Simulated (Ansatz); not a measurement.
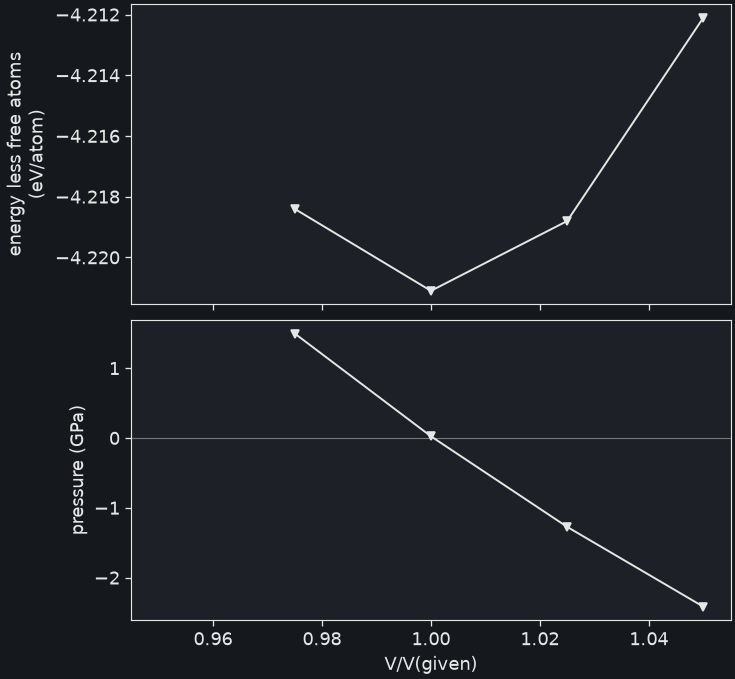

The picture above shows the energy less free atoms and pressure against V/V(given) for MgS, space group F-43m (No. 216) (cell built by us, not taken from a database).

Starting cell:
```cif
data_structure
_symmetry_space_group_name_H-M 'P 1'
_symmetry_Int_Tables_number 1
_cell_length_a 4.0282
_cell_length_b 4.0282
_cell_length_c 4.0282
_cell_angle_alpha 60.000
_cell_angle_beta 60.000
_cell_angle_gamma 60.000
_cell_volume 46.22
loop_
_atom_site_label
_atom_site_type_symbol
_atom_site_fract_x
_atom_site_fract_y
_atom_site_fract_z
_atom_site_occupancy
Mg1 Mg 0.00000 0.00000 0.00000 1
S1 S 0.25000 0.25000 0.25000 1
```

Computed with Ansatz 0.2.0: periodic Kohn-Sham DFT of a crystal at fixed atoms, scaled to the stated factor times the given cell; pressure positive in compression, energy less spherical unpolarised free atoms. Level: PBE.

```
           setting              value
            method  all-electron LAPW
        relativity             scalar
            k mesh           13×13×13
       occupations        Fermi–Dirac
    smearing width            0.05 eV
basis error target     0.5 (meV/atom)
           nucleus           Gaussian
```

V(given) is 23.11 Å³/atom.

The point at V/V(given) 0.950 is left out of the plot. What does the calculation give there?

```tsv
V/V(given)	energy less free atoms (eV/atom)	pressure (GPa)
0.950	-4.2101	3.168
```
